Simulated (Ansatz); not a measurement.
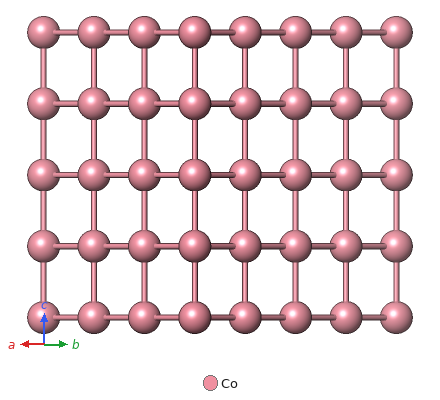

Co (Pm-3m, No. 221): coordinates from a relaxation with DFT, RPBE, plane waves (420 eV) with PAW, scalar-relativistic (Ansatz 0.2.0); the starting structure was generated, so it need not be a known form of this composition.

```xyz
1
Lattice="2.3655 0.0000 0.0000 0.0000 2.3655 0.0000 0.0000 0.0000 2.3655" Properties=species:S:1:pos:R:3 pbc="T T T"
Co    0.0000    0.0000    0.0000
```

Q: What will a dark-field STEM-like image along [110] show? Simulation: incoherent imaging, intensity Z^1.7 per atom, probe width 1.12 Å, thin sample. The probe carries 15 % of its weight in a tail 2.5 times as wide.

A: The columns repeat on a rectangular net of 1.67 × 2.37 Å (plane group p2mm). All columns are alike (Co). The shortest distance between visible columns is 1.67 Å in projection. Along the beam the structure repeats every 3.35 Å.

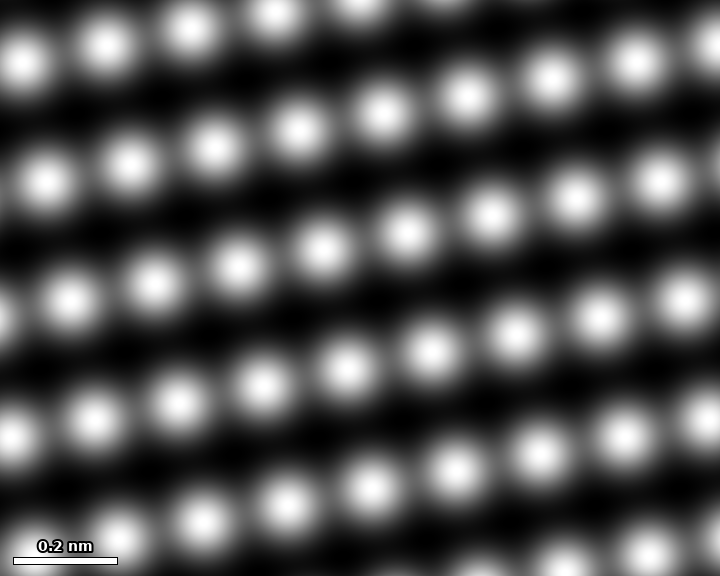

The simulated image.
